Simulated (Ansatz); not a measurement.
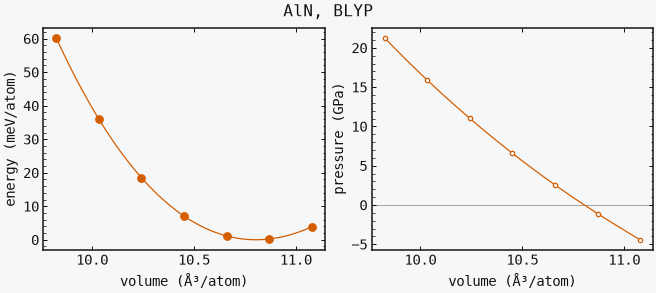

Energy and pressure against volume for AlN, space group P6_3mc (No. 186).

A third-order Birch–Murnaghan fit gives V0 = 10.80 Å³/atom, B0 = 186 GPa and B′ = 3.9. The energy is 60.26 meV/atom at volume 9.82 Å³/atom and 3.86 meV/atom at 11.08 Å³/atom; the lowest computed point is at volume 10.87 Å³/atom (0.23 meV/atom). The pressure falls from 21.28 GPa at volume 9.82 Å³/atom to −4.42 GPa at 11.08 Å³/atom, and changes sign near 10.81 Å³/atom.

How it was computed, with Ansatz 0.2.0: plane-wave DFT, no spin polarisation; energies at scaled volumes of the given cell, shape and fractions fixed, counted from the fit's minimum, third-order Birch-Murnaghan fit. Level: BLYP.

| setting | value |
| --- | --- |
| k mesh | 10×10×6 |
| occupations | Fermi–Dirac |
| smearing width | 0.05 eV |
| potentials | Ansatz PAW |
| wave cutoff | 420 eV |
| density cutoff | 1680 eV |

Cell as given: a = 3.113 Å, b = 3.113 Å, c = 4.981 Å, α = 90.00°, β = 90.00°, γ = 120.00°; 4 atoms.

Limits of the calculation: the functional was run on potentials made for another functional; shape and atomic fractions are frozen while scaling, which makes layered, chain and framework solids too stiff.
